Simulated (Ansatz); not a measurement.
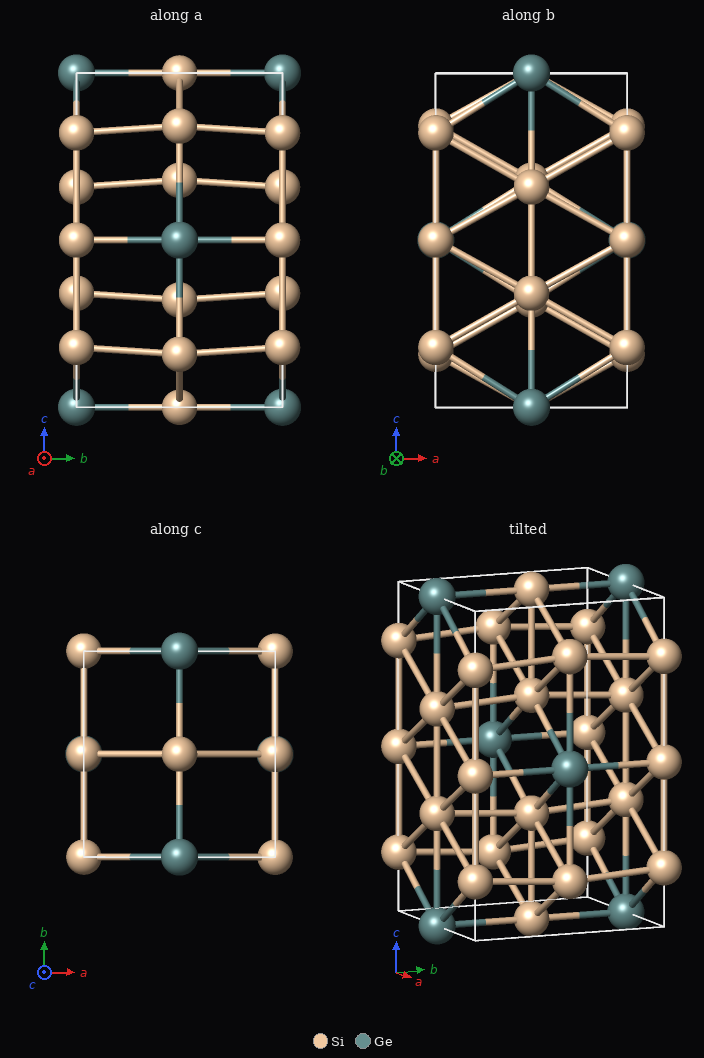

View along the a axis, along the b axis, along the c axis and slightly off an axis, drawn as a ball-and-stick model. The wireframe shows the drawn cell (a repeat of the simulation cell).

Lattice parameters: a = 4.6513 Å, b = 5.0107 Å, c = 8.1312 Å, α = 90.000°, β = 90.000°, γ = 90.054°.

Question: Transcribe the picture into a CIF in P1 with every atom of the cell, with free fractional coordinates to two decimals.

Answer:
```cif
data_structure
_symmetry_space_group_name_H-M 'P 1'
_symmetry_Int_Tables_number 1
_cell_length_a 4.6513
_cell_length_b 5.0107
_cell_length_c 8.1312
_cell_angle_alpha 90.000
_cell_angle_beta 90.000
_cell_angle_gamma 90.054
_cell_volume 189.51
loop_
_atom_site_label
_atom_site_type_symbol
_atom_site_fract_x
_atom_site_fract_y
_atom_site_fract_z
_atom_site_occupancy
Si1 Si 0.00 0.50 0.16 1
Si2 Si 0.50 0.50 0.32 1
Si3 Si 0.50 0.50 0.00 1
Si4 Si 0.00 0.50 0.84 1
Ge1 Ge 0.00 0.50 0.50 1
Si5 Si 0.50 0.50 0.68 1
Si6 Si 0.00 0.00 0.82 1
Si7 Si 0.00 0.00 0.18 1
Si8 Si 0.50 0.00 0.34 1
Si9 Si 0.00 0.00 0.50 1
Si10 Si 0.50 0.00 0.66 1
Ge2 Ge 0.50 0.00 0.00 1
```

Starting structure: a structure type filled with these elements by a generator (whether the compound takes this form wasn't checked). This is the structure after a relaxation with Ansatz, DFT PBE, scalar-relativistic, plane waves, PAW.
